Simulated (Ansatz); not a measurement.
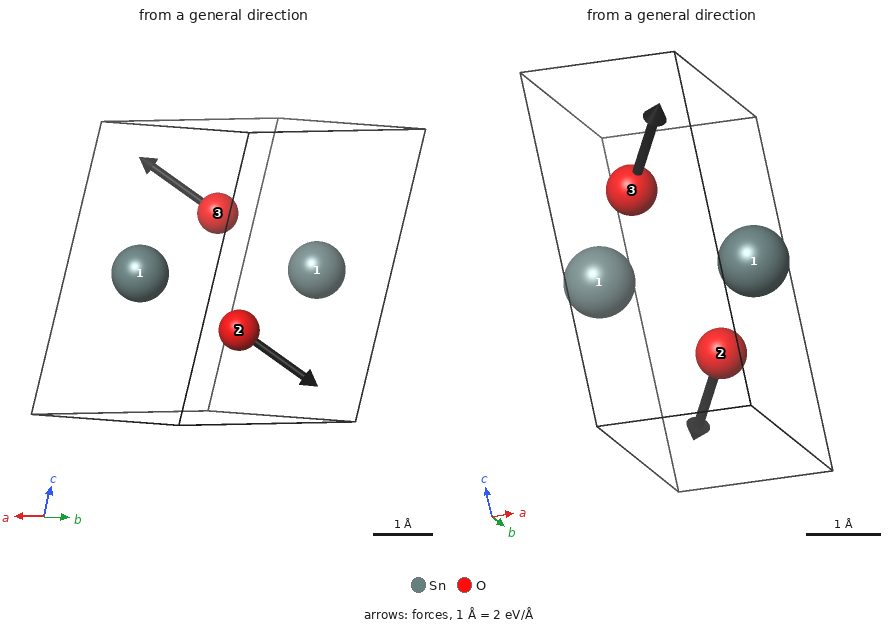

Spheres-only representation of a periodic structure, projected from two general directions. The lines enclose the cell (the run's own, in a reduced setting); boundary atoms appear with their images. The arrows are the computed forces on the atoms.

System: SnO₂. Theory: DFT PBE, scalar-relativistic, plane waves, PAW (Ansatz). Numerical settings: an energy cutoff of 420 eV, k-points about 0.19 Å⁻¹ apart, Gaussian smearing of 0.02 eV, no spin polarisation.

Would an optimiser stop at this geometry?

No. The atoms still feel forces of up to about 2.7 eV/Å, far above a usual threshold of 0.01 to 0.03 eV/Å.

Which atom is furthest from force balance?

O2 and O3, about 2.7 eV/Å.

It goes back to a structure listed in the Materials Project. The cell was then strained or its atoms displaced on purpose. A calculation with Ansatz used it as input.
